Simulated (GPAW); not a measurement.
**LiF (Fm-3m): refractive index against wavelength**

The refractive index of LiF (Fm-3m) below the direct gap (8.78 eV on the mesh) is read from one computed spectrum, n = √(Re ε).

Cell: a, b, c = 2.848, 2.848, 2.848 Å (primitive vectors), 2 atoms.

Method: GPAW 26.7.0, LDA, RPA, k-mesh 16×16×16, local fields up to 80 eV, Lorentzian half width 0.1 eV.

Launch of the response step: `OMP_NUM_THREADS=1 python df.py`. The run took 20 s, its band step included, on 1 thread of Arm Neoverse V1, with other jobs on the host.

| wavelength (nm) | photon energy E (eV) | n |
| --- | --- | --- |
| 532 | 2.331 | 1.4189 |
| 450 | 2.755 | 1.4229 |
| 405 | 3.061 | 1.4262 |
| 365 | 3.397 | 1.4304 |
| 308 | 4.025 | 1.4399 |
| 266 | 4.661 | 1.4521 |
| 248 | 4.999 | ? |

In the single-oscillator model n² − 1 = E₀E_d/(E₀² − E²), so 1/(n² − 1) = E₀/E_d − E²/(E₀E_d) is linear in E².

Working, on the rows shown:

| x = E² (eV²) | y = 1/(n² − 1) |
| --- | --- |
| 5.43137 | 0.986897 |
| 7.59115 | 0.975948 |
| 9.37179 | 0.967075 |
| 11.5384 | 0.955983 |
| 16.2043 | 0.931696 |
| 21.7255 | 0.902043 |

Means: x̄ = 11.977, ȳ = 0.95327. Σ(x − x̄)(y − ȳ) = -0.9473, Σ(x − x̄)² = 182. Slope = -0.9473 / 182 = -0.005206; intercept = ȳ − slope · x̄ = 1.0156. Turned back into n, the line misses the rows shown by at most 0.0002.

Question: Predict the last column of the withheld row from the fit.

Answer: At x = 24.994 the line gives y = 0.88551, that is 1.4592. The run gave 1.4598, so the extrapolation is off by 0.00059, 1.4 % of the range in the table.

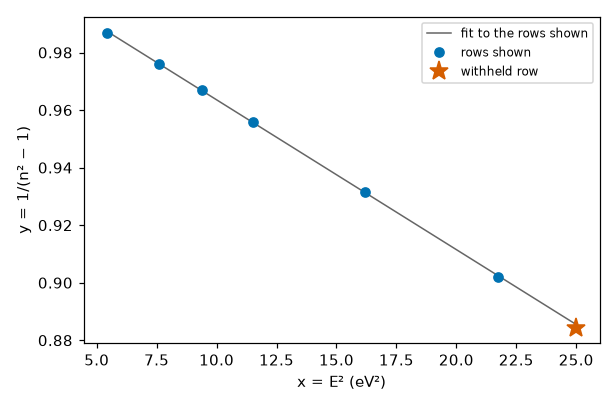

Refitted with all rows, the slope is -0.005252 and the intercept 1.0161. These give E₀ = √(intercept/−slope) = 13.91 eV and E_d = E₀/intercept = 13.7 eV; E₀ is 1.6 times the direct gap. The electronic limit at long wavelengths, without lattice vibrations, is n = √(1 + 1/intercept) = 1.409. Excitons are left out; LDA gaps are as a rule too small. The values come from a sum over the points of one k-mesh and carry its error, which grows as the direct gap shrinks. This version of GPAW has incomplete matrix elements in the optical limit, which can lower ε − 1 by up to a tenth where first-row anions or d states rule. The local-field cutoff holds few shells of reciprocal vectors for this small cell, so ε∞ can read a few per cent high.
